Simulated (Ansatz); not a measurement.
**Mending a single-point calculation on TaN**

System: TaN (P6₃/mmc, 4 atoms in the cell).
Method of run 1: DFT, PBE, plane waves, PAW, PAW set soft_1, no spin polarisation (Ansatz 0.2.0).

The structure derives from an entry of the Crystallography Open Database. Some settings of this run were made unusual or wrong on purpose. Text and figures count atoms from 1; the logs count them from 0 in places.

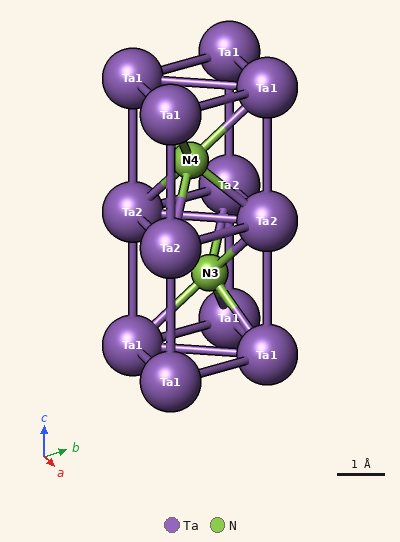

The input geometry (ball-and-stick view of the cell of the calculation, seen slightly off an axis; atoms are numbered from 1 in the order of the input). An atom can appear more than once, as a periodic image.

### Input, run 1
```yaml
crystal:
  lattice:
    - [2.9556944426, 0.0, 0.0]
    - [-1.4778472213, 2.5597064731, 0.0]
    - [0.0, 0.0, 5.9142266377]
  atoms:
    - { symbol: Ta, position: [0.0, 0.0, 0.0] }
    - { symbol: Ta, position: [0.0, 0.0, 0.5] }
    - { symbol: "N", position: [0.3333333333, 0.6666666667, 0.25] }
    - { symbol: "N", position: [0.6666666667, 0.3333333333, 0.75] }
basis:
  ecutwfc: 520.0
kpoints:
  mp_grid: { grid: [1, 1, 1] }
hamiltonian:
  xc: pbe
  pseudopotentials: { kind: paw, azcp: { folder: soft_1 } }
scf:
  occupations: { method: gaussian, width: 0.15 }
  max_iter: 75
output:
  forces: true
  eigenvalues: true
  stress: true
```

Command:
```bash
ansatz run input.yaml --threads 2 --pin off --max-ram 4096MiB --backend cpu --events-out ev --progress --plain --runs-dir out
```

Hardware: 2 threads of Arm Neoverse N1, 98 GiB of memory available, shared host.

### Output, shortened to warnings, some set-up lines, iterations and results (run 1)
```
Basis set: ecut = 520 eV, 1221 PW (Γ), exchange–correlation on 48×48×90 points (8 copies of the dense FFT grid, shifted against one another)
Symmetry: 24 space group operations
k-points: 1
Initial density: superposition of atomic densities (chi_scale 0.1, normalization cell, long waves kept (reshape's long-wave potential 0.00 eV rms))
[...]
SCF iter   1: F=—  HF=-20627.330015 eV  |F-HF|=—  |Δ(HF+E_count)|=         —  Δρ=1.24e-1  dr2=6.47e0  ethr=3.10e-3  ⟨swp⟩=5.0  Hψ=91  notcnv=0
SCF iter   2: F=—  HF=-20625.962301 eV  |F-HF|=—  |Δ(HF+E_count)|=    1.37e0  Δρ=6.94e-2  dr2=1.99e0  ethr=3.10e-3  ⟨swp⟩=2.0  Hψ=43  notcnv=0
SCF iter   3: F=—  HF=-20625.599293 eV  |F-HF|=—  |Δ(HF+E_count)|=   3.63e-1  Δρ=1.95e-2  dr2=2.01e-1  ethr=3.10e-3  ⟨swp⟩=2.0  Hψ=39  notcnv=0
SCF iter   4: F=—  HF=-20625.618680 eV  |F-HF|=—  |Δ(HF+E_count)|=   1.94e-2  Δρ=4.24e-3  dr2=7.10e-3  ethr=5.57e-4  ⟨swp⟩=2.0  Hψ=36  notcnv=0
SCF iter   5: F=—  HF=-20625.624695 eV  |F-HF|=—  |Δ(HF+E_count)|=   6.01e-3  Δρ=7.10e-4  dr2=2.18e-4  ethr=1.97e-5  ⟨swp⟩=2.0  Hψ=31  notcnv=0
SCF iter   6: F=—  HF=-20625.624922 eV  |F-HF|=—  |Δ(HF+E_count)|=   2.27e-4  Δρ=1.30e-4  dr2=5.71e-6  ethr=6.06e-7  ⟨swp⟩=2.0  Hψ=33  notcnv=0
SCF iter   7: F=—  HF=-20625.624939 eV  |F-HF|=—  |Δ(HF+E_count)|=   1.71e-5  Δρ=2.33e-5  dr2=1.74e-7  ethr=1.59e-8  ⟨swp⟩=2.0  Hψ=33  notcnv=0
SCF iter   8: F=-20625.624939 eV  HF=-20625.624939 eV  |F-HF|=2.60e-9  |Δ(HF+E_count)|=   1.14e-7  Δρ=3.44e-6  dr2=3.59e-9  ethr=2.78e-10  ⟨swp⟩=4.0  Hψ=73  notcnv=0
SCF 1 converged in 8 iterations: F = -20625.624939 eV  dr2 = 3.59e-9
SCF converged after 8 iterations
Free energy (F): -20625.624939 eV
Harris-Foulkes:  -20625.624939 eV  (|F-HF|=2.60e-9)
Internal energy: -20625.455346 eV  (E = F + TS)
E sigma→0 (E₀):  -20625.540142 eV
Entropy (-TS):   -0.169593 eV (-42.398 meV/atom)
Fermi energy:    19.701929 eV
--- Per-component energies (eV) ---
  E_band       = -99.599781
  E_kinetic    = 1072.107278
  E_local      = -1256.266360  (includes V_loc(G=0)·N_el)
  E_nonlocal   = 46.478598
  E_hartree    = 454.177937
  E_xc         = -764.606676
  E_vxc        = -622.025541  (∫ρ·V_xc dr)
  E_paw        = -16867.657552  (= ΣΔE_a)
  E_vpaw       = -248.249318  (= ΣTr[D̂ρ^β])
  E_aug_tail   = 0.000027  (compensation charges beyond the density's cutoff)
  E_ewald      = -3309.688598
  E_smearing   = -0.169593  (= −TS)
  E_closure    = 0.000000  (closes the sum)
  Σ components = -20625.624939   (vs F -20625.624939, Δ=0.00e0)
--- Forces (eV/Å), atoms counted from 1 ---
  atom   1  Ta    -0.00000000     0.00000000     0.00000000
  atom   2  Ta    -0.00000000     0.00000000     0.00000000
  atom   3  N      0.00000000     0.00000000     0.00000000
  atom   4  N      0.00000000    -0.00000000     0.00000000
  max |Σ_I F_I| component: 3.10e-24 eV/Å
--- Stress (GPa, compression-positive) ---
       96.115110       0.000000       0.000000
        0.000000      96.115110       0.000000
        0.000000       0.000000     -55.104602
  P = ⅓ Tr σ = 45.7085 GPa (457.085 kbar)
```

Q: What went wrong, and how is the input to be mended?

A: This input holds a deliberate fault: one k-point for a small cell (`kpoints.mp_grid.grid`). One point cannot sample the zone of a small cell. The run converged all the same; its numbers are those of the faulty input and shouldn't be used.

A run of the same system that converges differs from this input as follows (lines with − go, lines with + come):
```diff
-  mp_grid: { grid: [1, 1, 1] }
+  mp_grid: { grid: [15, 15, 8] }
-  max_iter: 75
```

### Output, shortened to warnings, some set-up lines, iterations and results (run 2)
```
Basis set: ecut = 520 eV, 1221 PW (Γ), exchange–correlation on 48×48×90 points (8 copies of the dense FFT grid, shifted against one another)
Symmetry: 24 space group operations
k-points: 135 of 1800
Initial density: superposition of atomic densities (chi_scale 0.1, normalization cell, long waves kept (reshape's long-wave potential 0.00 eV rms))
[...]
SCF iter   1: F=—  HF=-20638.170359 eV  |F-HF|=—  |Δ(HF+E_count)|=         —  Δρ=4.15e-2  dr2=5.43e-1  ethr=3.10e-3  ⟨swp⟩=4.8  Hψ=12083  notcnv=0
SCF iter   2: F=—  HF=-20638.139877 eV  |F-HF|=—  |Δ(HF+E_count)|=   3.05e-2  Δρ=2.53e-2  dr2=1.32e-1  ethr=1.51e-3  ⟨swp⟩=1.8  Hψ=4311  notcnv=0
SCF iter   3: F=—  HF=-20638.149143 eV  |F-HF|=—  |Δ(HF+E_count)|=   9.27e-3  Δρ=8.52e-3  dr2=2.80e-2  ethr=3.67e-4  ⟨swp⟩=1.0  Hψ=2970  notcnv=0
SCF iter   4: F=—  HF=-20638.147962 eV  |F-HF|=—  |Δ(HF+E_count)|=   1.18e-3  Δρ=1.58e-3  dr2=1.21e-3  ethr=7.77e-5  ⟨swp⟩=2.0  Hψ=4209  notcnv=0
SCF iter   5: F=—  HF=-20638.148031 eV  |F-HF|=—  |Δ(HF+E_count)|=   6.86e-5  Δρ=3.15e-4  dr2=4.11e-5  ethr=3.36e-6  ⟨swp⟩=2.5  Hψ=4282  notcnv=0
SCF iter   6: F=—  HF=-20638.148038 eV  |F-HF|=—  |Δ(HF+E_count)|=   7.56e-6  Δρ=7.27e-5  dr2=2.55e-6  ethr=1.14e-7  ⟨swp⟩=2.0  Hψ=4299  notcnv=0
SCF iter   7: F=-20638.148038 eV  HF=-20638.148038 eV  |F-HF|=1.74e-8  |Δ(HF+E_count)|=   2.78e-7  Δρ=9.09e-6  dr2=3.62e-8  ethr=2.78e-10  ⟨swp⟩=3.2  Hψ=12707  notcnv=0
SCF 1 converged in 7 iterations: F = -20638.148038 eV  dr2 = 3.62e-8
SCF converged after 7 iterations
Free energy (F): -20638.148038 eV
Harris-Foulkes:  -20638.148038 eV  (|F-HF|=1.74e-8)
Internal energy: -20638.135315 eV  (E = F + TS)
E sigma→0 (E₀):  -20638.141676 eV
Entropy (-TS):   -0.012723 eV (-3.181 meV/atom)
Fermi energy:    19.374350 eV
--- Per-component energies (eV) ---
  E_band       = -132.949091
  E_kinetic    = 1042.666594
  E_local      = -1225.511780  (includes V_loc(G=0)·N_el)
  E_nonlocal   = 47.692655
  E_hartree    = 433.485881
  E_xc         = -761.926707
  E_vxc        = -618.908672  (∫ρ·V_xc dr)
  E_paw        = -16864.853398  (= ΣΔE_a)
  E_vpaw       = -245.859028  (= ΣTr[D̂ρ^β])
  E_aug_tail   = 0.000038  (compensation charges beyond the density's cutoff)
  E_ewald      = -3309.688598
  E_smearing   = -0.012723  (= −TS)
  E_closure    = 0.000000  (closes the sum)
  Σ components = -20638.148038   (vs F -20638.148038, Δ=0.00e0)
--- Forces (eV/Å), atoms counted from 1 ---
  atom   1  Ta    -0.00000000    -0.00000000    -0.00000000
  atom   2  Ta     0.00000000    -0.00000000     0.00000000
  atom   3  N      0.00000000    -0.00000000     0.00000000
  atom   4  N      0.00000000     0.00000000     0.00000000
  max |Σ_I F_I| component: 1.11e-16 eV/Å
--- Stress (GPa, compression-positive) ---
       -9.758780      -0.000000       0.000000
       -0.000000      -9.758780       0.000000
        0.000000       0.000000      -3.716767
  P = ⅓ Tr σ = -7.7448 GPa (-77.448 kbar)
```

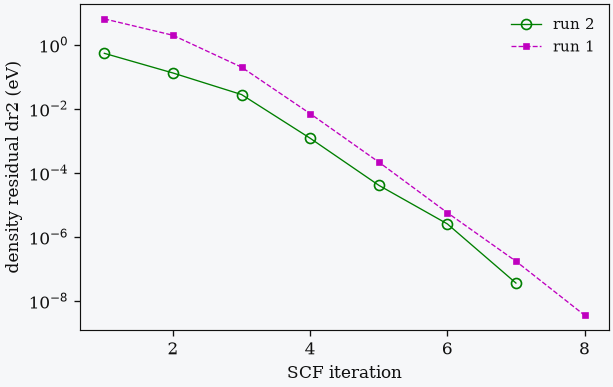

Convergence of the two runs: density residual dr2 against the SCF iteration. Run 2 takes 7 iterations in all, and run 1 takes 8.

### The two runs side by side

```csv
quantity,run 1,run 2
outcome,converged,converged
free energy per atom (eV),−5156.4062,−5159.5370
"energy per atom, smearing taken to zero (eV)",−5156.3850,−5159.5354
gap on the mesh (eV),0.00,0.00
pressure (GPa),45.71,−7.74
largest force (eV/Å),0.000,0.000
SCF iterations,8,7
irreducible k-points,1,135
plane waves at Γ,1221,1221
wall time (shared host),0.63 s,9.2 s
```

The free energy of run 2 is 3130.8 meV per atom lower, which comes mainly from the change of mesh; a solver setting shouldn't move a converged energy. The pressure goes from 45.71 to −7.74 GPa. The SCF takes 7 iterations against 8. The irreducible k-points go from 1 to 135.

Notes on run 2: Spin–orbit coupling is left out, which matters for Ta.
